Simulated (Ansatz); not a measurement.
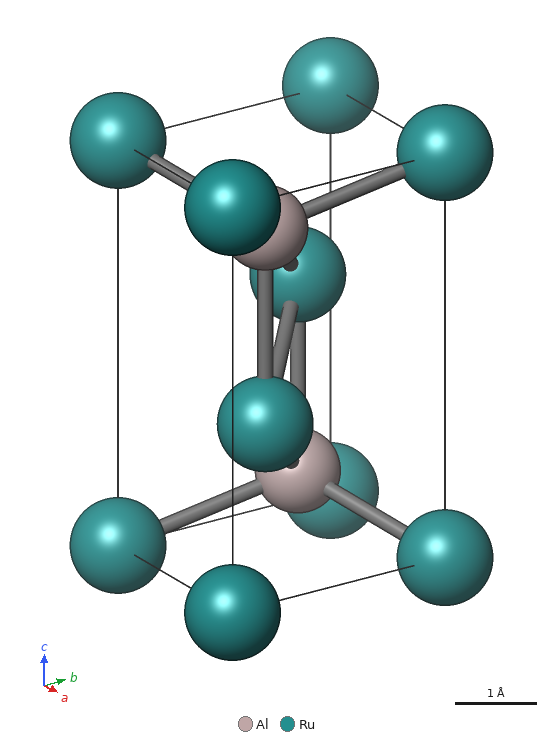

Shown here is a ball-and-stick view of the crystal, taken slightly off an axis. The frame is the conventional unit cell; atoms at its boundary are shown with their periodic copies. Cell: a = 4.11 Å, b = 4.11 Å, c = 5.13 Å, α = 90.00°, β = 90.00°, γ = 120.00°.

The cell started as a structure type filled with these elements by a generator (whether the compound takes this form wasn't checked). Earlier steps of the study may have refined or changed the cell and positions. It went into a calculation with Ansatz.

Notes on the structure:

Answer. Its composition is Al₂Ru₃. It belongs to space group P-3m1 (No. 164) and has a primitive hexagonal lattice. There are 5 atoms in the cell: 2 Al, 3 Ru. Neighbours within bonding distance: Al 11 and Ru 6 to 8 (mean 7.3). Not all metal-metal contacts are counted.

The numbers come from DFT PBE, scalar-relativistic, plane waves, PAW in Ansatz, using plane waves up to 420 eV, k-grid 12×12×8, Gaussian smearing of 0.1 eV, no spin polarisation.

Is the electronic structure metallic or gapped?

Answer. A metal: bands cross the Fermi level.

State the Bader charges by element.

Answer. Al +1.90 e; Ru -1.79 to -1.01 e.

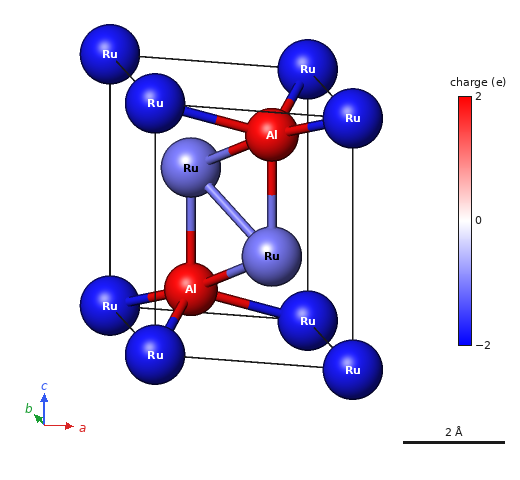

The atoms coloured by those charges. The run's cell of 5 atoms is drawn.

Is this an equilibrium geometry for the method given?

Answer. Yes. The largest force is 0.01 eV/Å. The pressure is 0.0 GPa, close to zero.
